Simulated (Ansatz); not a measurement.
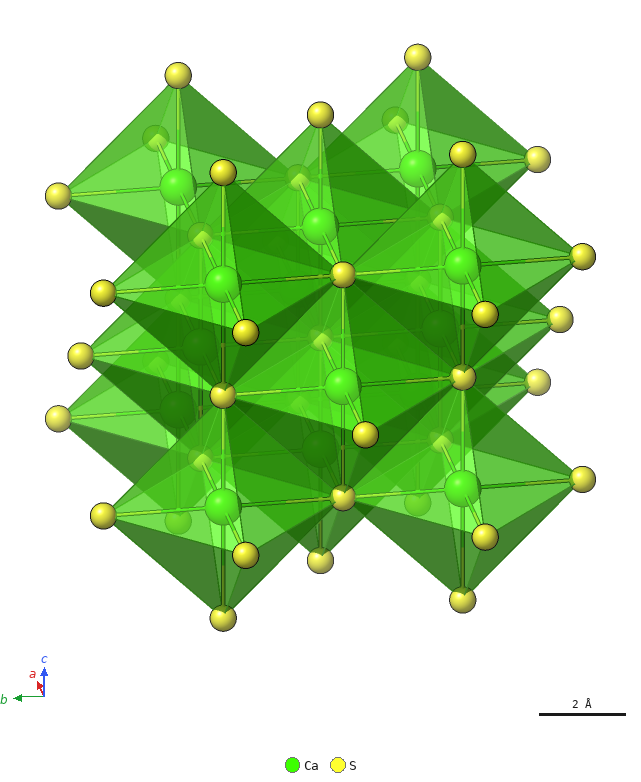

Fig. 1: The input geometry (polyhedral view of the cell 4 times as large as that of the calculation, set on its symmetry axes, seen at an oblique angle; polyhedra are completed across the faces of the cell).

# CaS: geometry relaxation

CaS (Fm-3m, 2 atoms in the cell), computed with DFT PBE, scalar-relativistic, plane waves, PAW, no spin polarisation (Ansatz 0.2.0).

The structure derives from an entry of the Crystallography Open Database.

## What the program printed
```
Engine: ansatz 0.2.0, aarch64-unknown-linux-gnu
Pseudopotentials: kind: paw
Pseudopotential: Ca, paw, valence charge 10, recommended cutoff 420 eV (normal), Ca.paw.azcp
Pseudopotential: S, paw, valence charge 6, recommended cutoff 420 eV (normal), S.paw.azcp
Functional definition: PBE
  parameter kappa = 0.804
  parameter beta = 0.06672455060314922
  exchange = pbe_x(kappa = kappa, mu = beta*pi^2/3)
  correlation = pbe_c(beta = beta)
Crystal: 2 atoms, lattice volume = 45.958 Å³
Basis set: ecut = 420 eV, 893 PW (Γ), exchange–correlation on 54×54×54 points (8 copies of the dense FFT grid, shifted against one another)
Bands: 12, of which v1, the nominal top of the filled ones, is band 8 counted from 1 (7 counted from 0)
Symmetry: 48 space group operations
Space group: Fm-3m (ITA 225), of the structure as read, at distance tolerance 3.6e-5 Å
k-points: 29 of 512
Non-local potential: Ca, projectors of the file, l = 0: 3, l = 1: 2, l = 2: 2
Non-local potential: S, projectors of the file, l = 0: 2, l = 1: 2, l = 2: 2
PAW form: soft (Blöchl's): semilocal exchange-correlation on the pseudo side does not see the compensation charge
PAW one-centre angular grid: Ca, 110 points (default); XC on 64 Gauss nodes
PAW one-centre angular grid: S, 110 points (default); XC on 64 Gauss nodes
Initial density: superposition of atomic densities (neutral atoms: chi_scale 0, normalization atom), corrected by the library's trained network
Initial wavefunctions: pseudopotential atomic-orbital guess
Functional: x = pbe(κ = 0.804, μ = 0.2195149727645171), c = pbe(β = 0.06672455060314922)
SCF iter   1: F=—  HF=-2723.260657 eV  |F-HF|=—  |Δ(HF+E_count)|=         —  Δρ=3.79e-4  dr2=4.14e-5  ethr=1.77e-3  ⟨swp⟩=7.5  Hψ=2491  notcnv=0
preconditioner: auto → none  [insulator: Δε(μ)=2.346 eV  Ē_g=16.327 eV  σ=0.020 eV  W_gap=1.00  n_scr=14 (ndim 8)  ℏωp=20.5 eV  f_vac=0.000  D(μ)=0.00/eV (n_scr^D=0)  ε∞_Penn≈2.6]
SCF iter   2: F=—  HF=-2723.260533 eV  |F-HF|=—  |Δ(HF+E_count)|=   1.25e-4  Δρ=3.47e-4  dr2=9.35e-5  ethr=2.59e-7  ⟨swp⟩=3.0  Hψ=935  notcnv=0
SCF iter   3: F=—  HF=-2723.260519 eV  |F-HF|=—  |Δ(HF+E_count)|=   1.35e-5  Δρ=1.18e-4  dr2=5.72e-6  ethr=2.59e-7  ⟨swp⟩=2.2  Hψ=489  notcnv=0
SCF iter   4: F=—  HF=-2723.260534 eV  |F-HF|=—  |Δ(HF+E_count)|=   1.52e-5  Δρ=4.03e-5  dr2=6.28e-7  ethr=3.58e-8  ⟨swp⟩=2.0  Hψ=548  notcnv=0
SCF iter   5: F=—  HF=-2723.260535 eV  |F-HF|=—  |Δ(HF+E_count)|=   1.27e-6  Δρ=1.78e-5  dr2=2.24e-7  ethr=3.92e-9  ⟨swp⟩=3.0  Hψ=581  notcnv=0
SCF iter   6: F=-2723.260535 eV  HF=-2723.260535 eV  |F-HF|=3.25e-8  |Δ(HF+E_count)|=   1.57e-8  Δρ=7.24e-6  dr2=4.02e-8  ethr=6.25e-10  ⟨swp⟩=8.3  Hψ=1794  notcnv=0
SCF 1 converged in 6 iterations: F = -2723.260535 eV  dr2 = 4.02e-8
  greatest PAW one-centre occupation: 0.995 electrons in one spin orbital (limit 2), on the Ca atom at site 0 (counted from 0), in its partial waves of l = 0
relax step   1: F+E_penalty+E_count = -2723.26053543 eV  Δ(F+E_penalty+E_count) = +0.000e0 eV  max|allowed force component| = 3.977e-30 eV/Å  Δτ_max = 0.0000 Å  P = +0.795 GPa  Ω = 45.958 Å³  (6 SCF iters, dr2 threshold 1.00e-7 eV, accepted)
Crystal: 2 atoms, lattice volume = 46.926 Å³
Basis set: ecut = 420 eV, 941 PW (Γ), exchange–correlation on 54×54×54 points (8 copies of the dense FFT grid, shifted against one another)
Initial density: handed on by an earlier stage of this run
Initial wavefunctions: those handed on with the density
iter 1 solved again at ethr=2.94e-6 eV; its pass at ethr=3.10e-3 eV (dr2=4.71e-4 eV) is discarded
SCF iter   1: F=—  HF=-2723.261697 eV  |F-HF|=—  |Δ(HF+E_count)|=         —  Δρ=6.87e-4  dr2=4.64e-4  ethr=2.94e-6  ⟨swp⟩=2.0  Hψ=2633  notcnv=0
preconditioner: auto → none  [insulator: Δε(μ)=2.417 eV  Ē_g=9.215 eV  σ=0.020 eV  W_gap=1.00  n_scr=14 (ndim 8)  ℏωp=15.3 eV  f_vac=0.000  D(μ)=0.00/eV (n_scr^D=0)  ε∞_Penn≈3.8]
SCF iter   2: F=—  HF=-2723.261566 eV  |F-HF|=—  |Δ(HF+E_count)|=   1.31e-4  Δρ=3.73e-4  dr2=7.49e-5  ethr=2.90e-6  ⟨swp⟩=2.0  Hψ=658  notcnv=0
SCF iter   3: F=—  HF=-2723.261603 eV  |F-HF|=—  |Δ(HF+E_count)|=   3.65e-5  Δρ=1.46e-4  dr2=1.06e-5  ethr=4.68e-7  ⟨swp⟩=2.0  Hψ=454  notcnv=0
SCF iter   4: F=—  HF=-2723.261606 eV  |F-HF|=—  |Δ(HF+E_count)|=   3.58e-6  Δρ=2.73e-5  dr2=3.39e-7  ethr=6.65e-8  ⟨swp⟩=2.2  Hψ=472  notcnv=0
SCF iter   5: F=-2723.261607 eV  HF=-2723.261607 eV  |F-HF|=1.37e-8  |Δ(HF+E_count)|=   3.57e-7  Δρ=7.88e-6  dr2=1.44e-8  ethr=1.25e-9  ⟨swp⟩=9.0  Hψ=2408  notcnv=0
SCF 2 converged in 5 iterations: F = -2723.261607 eV  dr2 = 1.44e-8
relax step   2: F+E_penalty+E_count = -2723.26160676 eV  Δ(F+E_penalty+E_count) = -1.071e-3 eV  max|allowed force component| = 1.223e-29 eV/Å  Δτ_max = 0.0000 Å  P = -0.409 GPa  Ω = 46.926 Å³  energy of the carried Pulay correction = -3.205e-5 eV  (5 SCF iters, dr2 threshold 2.00e-7 eV, accepted)
Crystal: 2 atoms, lattice volume = 46.593 Å³
iter 1 solved again at ethr=3.61e-7 eV; its pass at ethr=3.10e-3 eV (dr2=5.77e-5 eV) is discarded
SCF iter   1: F=—  HF=-2723.262034 eV  |F-HF|=—  |Δ(HF+E_count)|=         —  Δρ=2.34e-4  dr2=5.31e-5  ethr=3.61e-7  ⟨swp⟩=2.0  Hψ=2631  notcnv=0
preconditioner: auto → none  [insulator: Δε(μ)=2.375 eV  Ē_g=9.215 eV  σ=0.020 eV  W_gap=1.00  n_scr=14 (ndim 8)  ℏωp=15.4 eV  f_vac=0.000  D(μ)=0.00/eV (n_scr^D=0)  ε∞_Penn≈3.8]
SCF iter   2: F=—  HF=-2723.262054 eV  |F-HF|=—  |Δ(HF+E_count)|=   2.08e-5  Δρ=1.26e-4  dr2=8.36e-6  ethr=3.32e-7  ⟨swp⟩=2.0  Hψ=546  notcnv=0
SCF iter   3: F=—  HF=-2723.262054 eV  |F-HF|=—  |Δ(HF+E_count)|=   3.21e-7  Δρ=4.89e-5  dr2=1.17e-6  ethr=5.22e-8  ⟨swp⟩=2.0  Hψ=454  notcnv=0
SCF iter   4: F=-2723.262054 eV  HF=-2723.262054 eV  |F-HF|=2.81e-8  |Δ(HF+E_count)|=   3.16e-7  Δρ=9.45e-6  dr2=3.85e-8  ethr=1.25e-9  ⟨swp⟩=9.4  Hψ=2510  notcnv=0
SCF 3 converged in 4 iterations: F = -2723.262054 eV  dr2 = 3.85e-8
relax step   3: F+E_penalty+E_count = -2723.26205441 eV  Δ(F+E_penalty+E_count) = -4.476e-4 eV  max|allowed force component| = 2.252e-30 eV/Å  Δτ_max = 0.0000 Å  P = -0.008 GPa  Ω = 46.593 Å³  energy of the carried Pulay correction = -2.109e-5 eV  (4 SCF iters, dr2 threshold 2.00e-7 eV, accepted)
Initial wavefunctions: pseudopotential atomic-orbital guess (no wavefunctions were taken with the density)
iter 1 solved again at ethr=8.77e-7 eV; its pass at ethr=3.10e-3 eV (dr2=1.40e-4 eV) is discarded
SCF iter   1: F=—  HF=-2723.262040 eV  |F-HF|=—  |Δ(HF+E_count)|=         —  Δρ=1.39e-5  dr2=7.24e-8  ethr=8.77e-7  ⟨swp⟩=2.6  Hψ=3352  notcnv=0
eigensolver tolerance schedule: the retry pair's looser diagonalisation over-reported the residual by 1939.17 of it (diagonalisation noise at 1.22 of the residual, at the tolerance the schedule requests for it); recorded, not acted on — ethr = c·dr2/N_el stays at c = 1.0e-1
preconditioner: auto → none  [insulator: Δε(μ)=2.382 eV  Ē_g=9.222 eV  σ=0.020 eV  W_gap=1.00  n_scr=14 (ndim 8)  ℏωp=15.4 eV  f_vac=0.000  D(μ)=0.00/eV (n_scr^D=0)  ε∞_Penn≈3.8]
SCF iter   2: F=—  HF=-2723.262075 eV  |F-HF|=—  |Δ(HF+E_count)|=   3.56e-5  Δρ=8.39e-6  dr2=2.76e-8  ethr=4.52e-10  ⟨swp⟩=2.8  Hψ=618  notcnv=0
SCF iter   3: F=—  HF=-2723.262075 eV  |F-HF|=—  |Δ(HF+E_count)|=   2.65e-8  Δρ=4.12e-6  dr2=4.24e-9  ethr=1.72e-10  ⟨swp⟩=2.0  Hψ=441  notcnv=0
SCF iter   4: F=—  HF=-2723.262075 eV  |F-HF|=—  |Δ(HF+E_count)|=   2.56e-8  Δρ=1.18e-6  dr2=1.10e-9  ethr=2.65e-11  ⟨swp⟩=2.0  Hψ=577  notcnv=0
SCF iter   5: F=—  HF=-2723.262075 eV  |F-HF|=—  |Δ(HF+E_count)|=  1.42e-10  Δρ=3.46e-7  dr2=7.78e-11  ethr=6.84e-12  ⟨swp⟩=2.0  Hψ=445  notcnv=0
SCF iter   6: F=-2723.262075 eV  HF=-2723.262075 eV  |F-HF|=1.82e-12  |Δ(HF+E_count)|=  1.73e-11  Δρ=9.53e-8  dr2=4.44e-12  ethr=1.00e-12  ⟨swp⟩=5.8  Hψ=1306  notcnv=0
SCF 4 converged in 6 iterations: F = -2723.262075 eV  dr2 = 4.44e-12
relax step   4: F+E_penalty+E_count = -2723.26207520 eV  Δ(F+E_penalty+E_count) = -2.079e-5 eV  max|allowed force component| = 2.071e-30 eV/Å  Δτ_max = 0.0000 Å  P = -0.008 GPa  Ω = 46.593 Å³  stress off target by 8.42e-3 GPa  SCF on the basis re-selected at this cell (its energy is not comparable with the rows above)  (6 SCF iters)
```

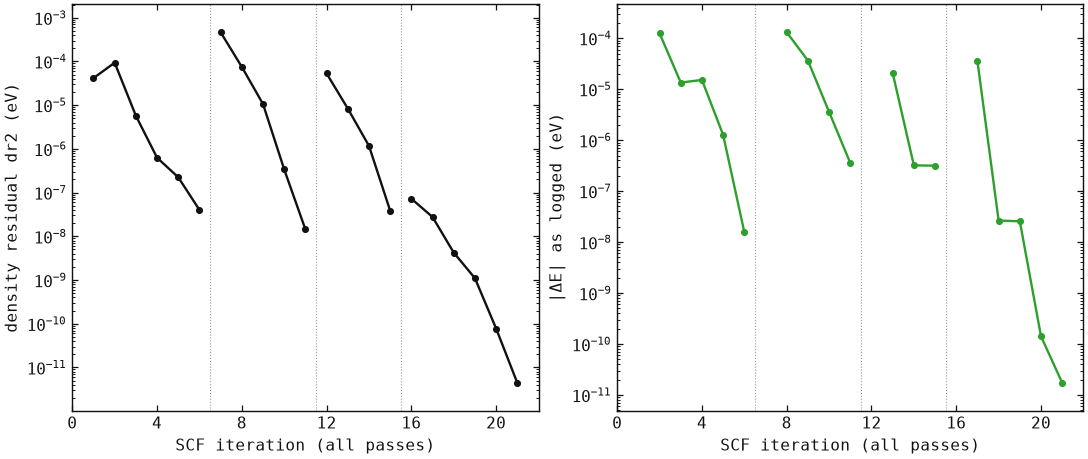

Fig. 2: Convergence of the self-consistent field: density residual dr2 and size of the energy change against the SCF iteration. The dotted lines part the SCF passes of the relaxation: geometry steps, rejected trials and re-solves on a re-selected basis. The passes take 6, 5, 4 and 6 iterations.

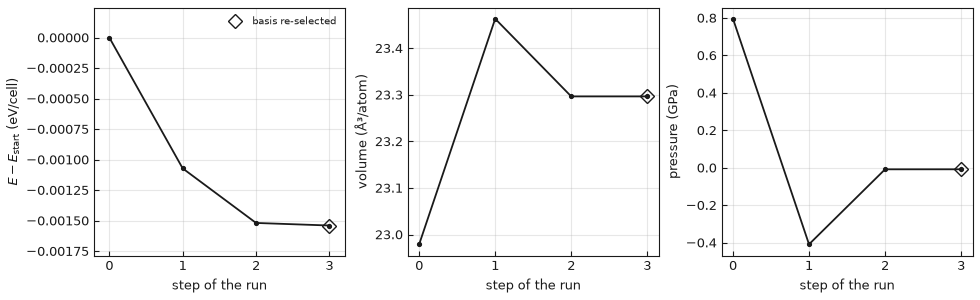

Fig. 3: Progress of the relaxation, step by step (the first geometry is step 0 here and step 1 in the log). Over 2 geometry steps the energy falls by 1.5 meV per cell of the calculation. All forces vanish by symmetry, so only the cell relaxes. Pressure: 0.80 GPa at the start and −0.01 GPa at the end. No atom moves by more than 0.005 Å relative to the cell. Cell: a = b = c 5.686 → 5.712 Å (+0.5 %). Volume +1.4 %. Among the contacts that change: Ca1–S2 2.843 → 2.856 Å. The space group stays Fm-3m (No. 225). A last SCF at the same geometry on a re-selected plane-wave basis shifts the energy by next to nothing (0.0 meV per cell of the calculation). (Atoms are counted from 1 in the order of the input.)

```
basis re-selected at this cell: Δ(F+E_penalty+E_count) = -2.079e-5 eV, ΔP = +0.000 GPa vs the last step (what re-selecting the basis moved, of the pressure what is left beyond the Pulay correction that the steps carried, after the strain that the cell walked since its last selection, with what the two solves' SCF thresholds leave and, on support functions, any second-order correction that the steps lacked; it is no measure of the basis error at this ecutwfc). This SCF's stress stands 8.42e-3 GPa from its target on what of the cell is left free (relax.cell.stress_tol is 5.00e-2 GPa) and its largest allowed force component is 2.07e-30 eV/Å (relax.f_tol is 5.00e-3 eV/Å): within both
SCF converged after 6 iterations
Free energy (F): -2723.262075 eV
Harris-Foulkes:  -2723.262075 eV  (|F-HF|=1.82e-12)
Internal energy: -2723.262075 eV  (E = F + TS)
E sigma→0 (E₀):  -2723.262075 eV
Fermi energy:    7.067470 eV
--- Per-component energies (eV) ---
  E_band       = -136.213009
  E_kinetic    = 386.286658
  E_local      = -827.653568  (includes V_loc(G=0)·N_el)
  E_nonlocal   = 91.643741
  E_hartree    = 271.837524
  E_xc         = -235.947062
  E_vxc        = -260.719928  (∫ρ·V_xc dr)
  E_paw        = -1458.653536  (= ΣΔE_a)
  E_vpaw       = -69.444948  (= ΣTr[D̂ρ^β])
  E_aug_tail   = -0.000004  (compensation charges beyond the density's cutoff)
  E_ewald      = -950.775829
  E_smearing   = -0.000000  (= −TS)
  E_closure    = -0.000000  (closes the sum)
  Σ components = -2723.262075   (vs F -2723.262075, Δ=0.00e0)
--- Forces (eV/Å), atoms counted from 1 ---
  atom   1  Ca    -0.00000000     0.00000000    -0.00000000
  atom   2  S      0.00000000     0.00000000     0.00000000
  max |Σ_I F_I| component: 2.70e-30 eV/Å
--- Stress (GPa, compression-positive) ---
       -0.008425      -0.000000       0.000000
       -0.000000      -0.008425      -0.000000
        0.000000      -0.000000      -0.008425
  P = ⅓ Tr σ = -0.0084 GPa (-0.084 kbar)
--- Band table (eV; the first three rows and the last of 29) ---
  k-point 0: bands = ["-33.3663", "-14.3438", "-14.3438", "-14.3438", "-5.4139", "5.8765", "5.8765", "5.8765", "9.9748", "10.0413", "10.0413", "10.0413"]
  k-point 1: bands = ["-33.3648", "-14.3678", "-14.3457", "-14.3457", "-5.3092", "5.2236", "5.6568", "5.6568", "10.0270", "10.2661", "10.2661", "10.7492"]
  k-point 2: bands = ["-33.3609", "-14.4247", "-14.3501", "-14.3501", "-5.0435", "4.0735", "5.2228", "5.2228", "10.1522", "10.8365", "10.8365", "12.0190"]
  k-point 28: bands = ["-33.3521", "-14.4257", "-14.4257", "-14.3998", "-4.6898", "4.1143", "4.1143", "4.3495", "10.6905", "10.6905", "11.8400", "12.2579"]
--- Relaxed structure (3 steps of the walk, 3 accepted, 1 SCFs on fresh bases) ---
  F+E_penalty+E_count = -2723.26207520 eV   max|allowed force component| = 2.071e-30 eV/Å   (the final SCF, on the basis selected at the relaxed cell)
  cell:  # Å, volume = 46.5928 Å³
    - [7.133520846053826e-34, 2.856032032187489, 2.856032032187489]
    - [2.856032032187489, -5.859677837829927e-34, 2.856032032187489]
    - [2.856032032187489, 2.856032032187489, -7.897826650988163e-34]
  atoms:
    - { symbol: Ca, position: [-2.0287579838151034e-36, 2.3815854592487634e-36, 2.7344129347036017e-36] }
    - { symbol: S, position: [0.5, 0.5, 0.5] }
```

## Trajectory as extended XYZ (Å, eV, eV/Å), 4 frames, from step=1 to step=4
```
2
Lattice="0.0000 2.8430 2.8430 2.8430 0.0000 2.8430 2.8430 2.8430 0.0000" Properties=species:S:1:pos:R:3:forces:R:3 step=1 energy=-2723.26053 pressure_GPa=0.80
Ca    0.0000    0.0000    0.0000    0.0000   0.0000   0.0000
S     2.8430    2.8430    2.8430    0.0000   0.0000   0.0000
2
Lattice="0.0000 2.8628 2.8628 2.8628 0.0000 2.8628 2.8628 2.8628 0.0000" Properties=species:S:1:pos:R:3:forces:R:3 step=2 energy=-2723.26161 pressure_GPa=-0.41
Ca    0.0000    0.0000    0.0000    0.0000   0.0000   0.0000
S     2.8628    2.8628    2.8628    0.0000   0.0000   0.0000
2
Lattice="0.0000 2.8560 2.8560 2.8560 0.0000 2.8560 2.8560 2.8560 0.0000" Properties=species:S:1:pos:R:3:forces:R:3 step=3 energy=-2723.26205 pressure_GPa=-0.01
Ca    0.0000    0.0000    0.0000    0.0000   0.0000   0.0000
S     2.8560    2.8560    2.8560    0.0000   0.0000   0.0000
2
Lattice="0.0000 2.8560 2.8560 2.8560 0.0000 2.8560 2.8560 2.8560 0.0000" Properties=species:S:1:pos:R:3:forces:R:3 step=4 energy=-2723.26208 pressure_GPa=-0.01
Ca    0.0000    0.0000    0.0000    0.0000   0.0000   0.0000
S     2.8560    2.8560    2.8560    0.0000   0.0000   0.0000
```

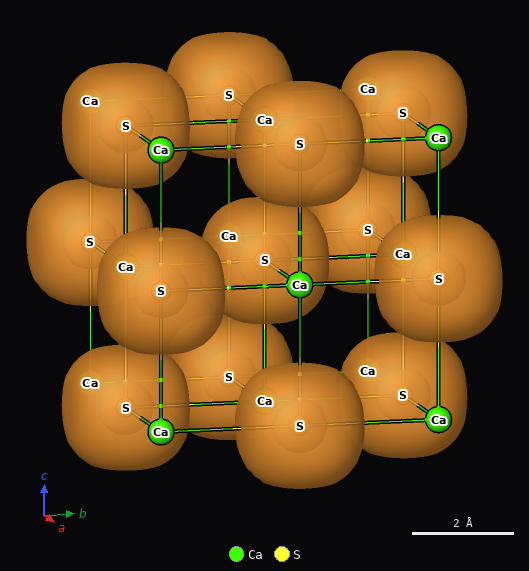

Fig. 4: Isosurface of the ELF at 0.7 (orange), seen slightly off an axis. Only the valence region is drawn (cores and ρ < 0.01 e/Å³ removed). Sticks mark near contacts. The outline is the cell set on symmetry axes. Values along the shortest contacts: In a PAW calculation such maps are meaningful between the atoms, not at the nuclei.

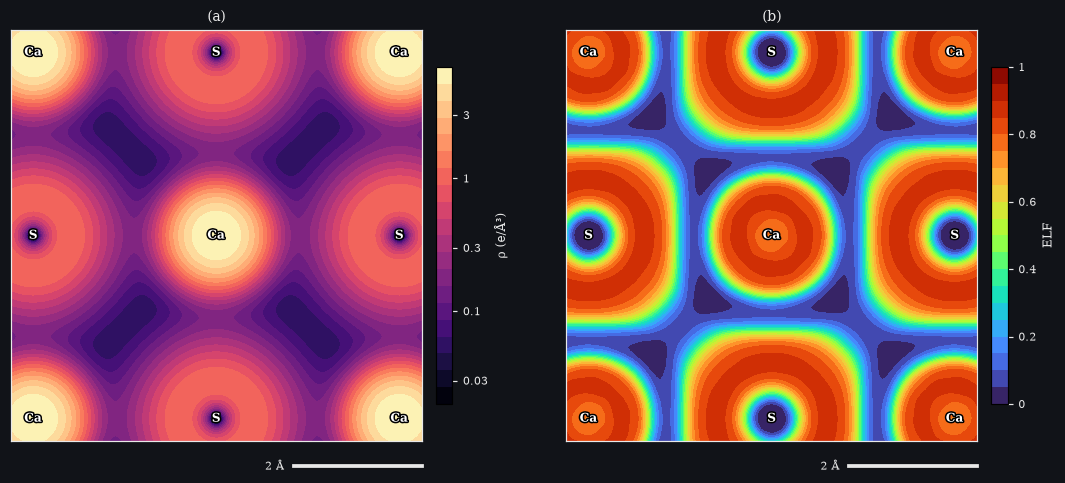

Fig. 5: (a) valence electron density; (b) electron localisation function on the (010) plane of the conventional cell. The plane passes through Ca and S nuclei. Ca–S (2.86 Å): ρ at the midpoint is about 0.19 e/Å³, with its minimum of 0.17 e/Å³ about 1.3 Å from Ca; the ELF is about 0.30 at the midpoint, which marks ionic bonding with no shared pair. Away from the nuclei the density in this plane falls to 0.05 e/Å³ at its lowest. The strong features right at Ca lie inside the PAW spheres (semicore, d or f shells) and say nothing about bonding.

This output came from the following input.

## Input
```yaml
crystal:
  lattice:
    - [0.0, 2.843, 2.843]
    - [2.843, 0.0, 2.843]
    - [2.843, 2.843, 0.0]
  atoms:
    - { symbol: Ca, position: [0.0, 0.0, 0.0] }
    - { symbol: S, position: [0.5, 0.5, 0.5] }
basis:
  ecutwfc: 420
kpoints:
  mp_grid: { grid: [8, 8, 8] }
hamiltonian:
  xc: pbe
scf:
  occupations: { method: gaussian, width: 0.02 }
output:
  forces: true
  stress: true
  eigenvalues: true
  write_density: true
  write_potential: true
  elf: true
  volumetric_format: npy
relax:
  adjacent_minimum: "off"
  f_tol: 0.005
  max_steps: 80
  cell: { stress_tol: 0.05 }
```

Launched with:
```bash
ansatz run input.yaml --threads 1 --pin off --max-ram 2560MiB --backend cpu --events-out ev --progress --plain --runs-dir out
```

## Results in brief

- outcome: converged
- space group (tolerance 0.01 Å): Fm-3m (225)
- electrons treated: 16
- free energy: −2723.2621 eV
- Fermi energy: 7.067 eV
- gap on the k-point mesh: 2.38 eV
- pressure: −0.01 GPa
- final volume: 46.59 Å³
- largest force (length of the vector) at the end: under 0.001 eV/Å
- final cell: a = 4.039 Å, b = 4.039 Å, c = 4.039 Å, α = 60.00°, β = 60.00°, γ = 60.00°
- hardware: 1 thread of Arm Neoverse V1, 24 GiB of memory available, shared host
- wall time: 4.9 s
- peak memory: 0.3 GiB
